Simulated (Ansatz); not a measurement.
Ni: several calculations on one system

Part 1: Relaxation

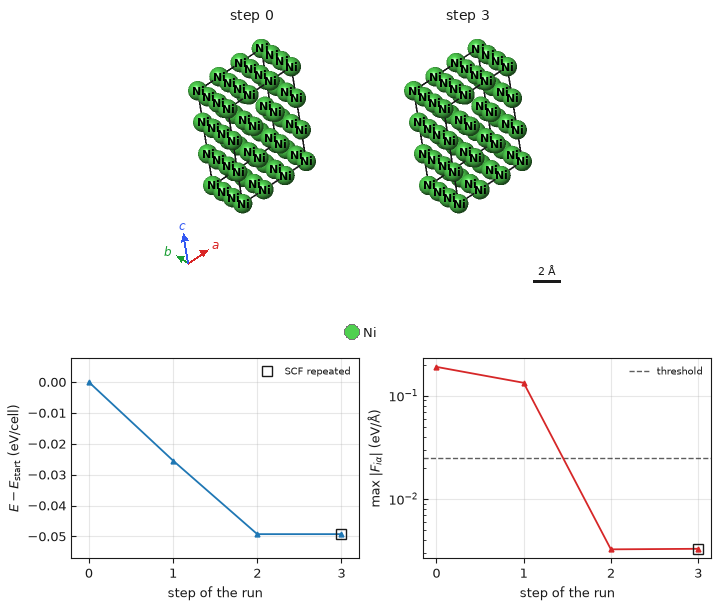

First and last geometry of a relaxation of a defect cell of composition Ni, with the history of the run. A spheres-only model of the cell of the calculation, seen slightly off an axis.

Case: Ni vacancy (site a), charge +0, atoms relaxed at the host's cell.

All numbers below come from DFT PBE, scalar-relativistic, plane waves, PAW (Ansatz 0.2.0). Settings: plane-wave cutoff 420 eV; k-point mesh 4 × 4 × 4; occupations gaussian; smearing width 0.1 eV; collinear spin; atoms relaxed in a fixed cell; force threshold 0.025 eV/Å; at most 45 steps.

Read the history and describe the run.

It converged. After 2 accepted moves (3 points after the start) the energy has fallen by 49.3 meV per cell of the calculation. Largest force component: 0.19 eV/Å at the start, 0.0033 eV/Å at the end. 1 step only repeated the SCF at the same geometry. The largest moves, 0.027 Å, are those of Ni atoms. The lattice vectors keep their values. Among the contacts that change: Ni–Ni 2.488 → 2.541 Å, Ni–Ni 2.488 → 2.461 Å, Ni–Ni 2.488 → 2.501 Å.

| step | E − E(0), meV/atom | largest force component, eV/Å | note |
| --- | --- | --- | --- |
| 0 | 0.00 | 0.1902 |  |
| 1 | -0.98 | 0.1334 |  |
| 2 | -1.89 | 0.0032 |  |
| 3 | -1.89 | 0.0033 | same geometry, SCF repeated |

Limits of the set-up: the periodic images lie only 7.5 Å apart, so the values are limited by the cell's size.

Part 2: Relaxation

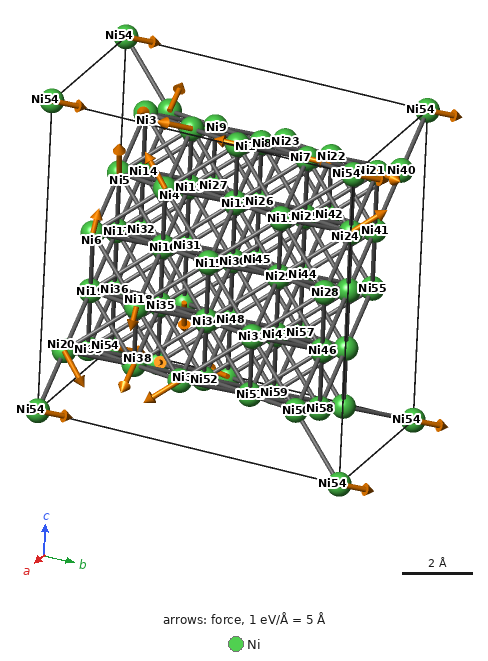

Starting geometry of a defect cell of composition Ni with the computed forces as orange arrows. A ball-and-stick model of the cell of the calculation, seen slightly off an axis.

Case: Ni vacancy (site a), charge +0, atoms relaxed at the host's cell.

The calculation used Ansatz 0.2.0, DFT PBE, scalar-relativistic, plane waves, PAW. Set-up: plane-wave cutoff 420 eV; k-point mesh 3 × 3 × 3; occupations gaussian; smearing width 0.1 eV; collinear spin; atoms relaxed in a fixed cell; force threshold 0.025 eV/Å; at most 45 steps.

> Is this structure relaxed? If not, where do the atoms go?

It isn't relaxed: the largest force vector, on Ni atoms, is 0.25 eV/Å. The atoms end up moving mostly along the starting forces (cosine between the two patterns 0.97). The largest moves, 0.032 Å, are those of Ni atoms. The cell stays as it was. Near-neighbour distances that change, for instance: Ni–Ni 2.488 → 2.457 Å, Ni–Ni 2.488 → 2.516 Å, Ni–Ni 2.488 → 2.479 Å. The energy falls by 54.7 meV per cell of the calculation in 2 accepted moves (3 points after the start). The largest force component goes from 0.18 to 0.0072 eV/Å. 1 step only repeated the SCF at the same geometry. Cost: 16 min on 8 threads of Intel(R) Xeon(R) Processor @ 2.70GHz, on a shared host, peak memory 12 GiB.

Part 3: Defect

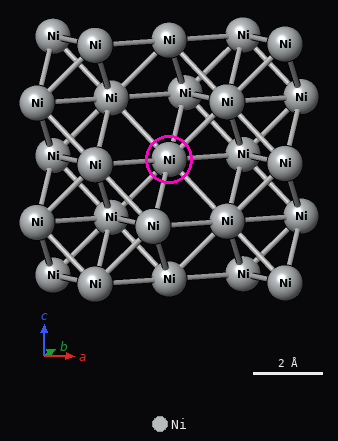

Perfect Ni. The picture is a ball-and-stick view of the atoms within 5.4 Å of one point, in a slice 3.4 Å thick across the line of sight, seen slightly off an axis.

Level of theory: DFT PBE, scalar-relativistic, plane waves, PAW (Ansatz 0.2.0). (plane-wave cutoff 420 eV; k-point mesh 4 × 4 × 4; occupations gaussian; smearing width 0.1 eV; collinear spin) The cell is small and the k-mesh coarse, so the numbers are rough. The axes drawn are those of the host's conventional cell.

A nickel atom is taken out (a vacancy) at the ringed place, in charge state 0. The supercell has 27 sites, and the atoms are relaxed at the host's cell.

**How do the neighbours respond?**

Around the empty Ni site the host had 12 Ni at 2.49 Å; after relaxation the nearest atoms are 12 Ni at 2.46 Å. Of the host's atoms, a nickel atom moves furthest from its site, by 0.03 Å. Relaxing the atoms from the host's sites lowers the energy by 0.05 eV. At a tolerance of 0.02 Å the relaxed supercell has space group Fm-3m.

The relaxed defect, seen from the same direction:

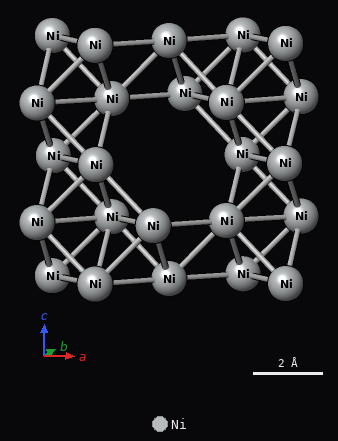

Part 4: Defect

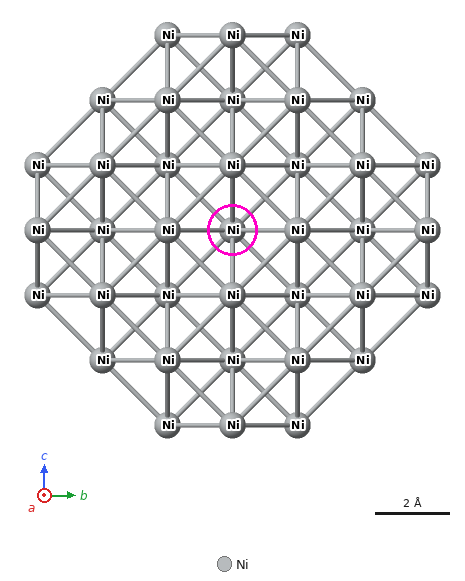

Perfect Ni. Style: ball-and-stick. Shown: the atoms within 6.0 Å of one point, in a slice 5.0 Å thick across the line of sight, along the a axis.

Method: DFT PBE, scalar-relativistic, plane waves, PAW in Ansatz. (plane-wave cutoff 420 eV; k-point mesh 3 × 3 × 3; occupations gaussian; smearing width 0.1 eV; collinear spin) The cell is small and the k-mesh coarse, so the numbers are rough. The axes drawn are those of the host's conventional cell.

A nickel atom is taken out (a vacancy) at the ringed place, in charge state 0. The supercell has 62 sites, and the atoms are relaxed at the host's cell.

Question: How do the neighbours respond?

Answer: Around the empty Ni site the host had 12 Ni at 2.49 Å; after relaxation the nearest atoms are 12 Ni at 2.46 Å. Of the host's atoms, a nickel atom moves furthest from its site, by 0.03 Å. Relaxing the atoms from the host's sites lowers the energy by 0.05 eV. At a tolerance of 0.02 Å the relaxed supercell has space group R-3.

The relaxed defect, seen from the same direction:

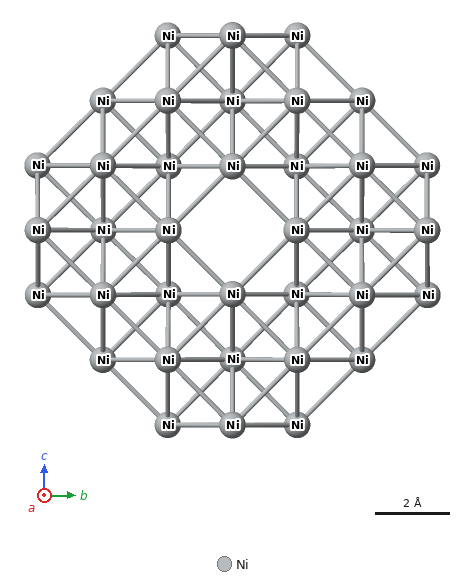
